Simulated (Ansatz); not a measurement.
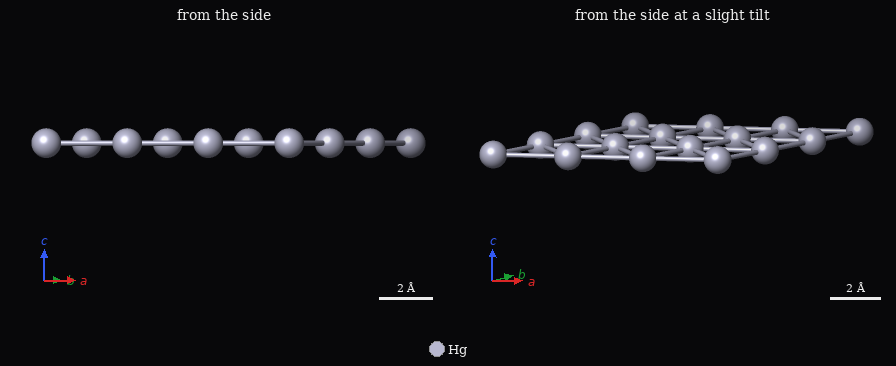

A ball-and-stick picture of a periodic sheet, seen from the side and from the side at a slight tilt. The surface normal points up in side views; the vacuum is left out. 4×3 cells are drawn in the plane, with atoms at the edges repeated.

The cell holds 1 Hg.

> What is its extent along the surface normal?

About 0.0 Å from the lowest to the highest atom.

> How are the atoms bonded?

The Hg atoms are each bonded to six Hg at about 3.1 Å. The bonds build Hg layers parallel to the surface.

Source of the structure: a structure listed in the Materials Project. The cell was then strained or its atoms displaced on purpose. It went into a calculation with Ansatz.
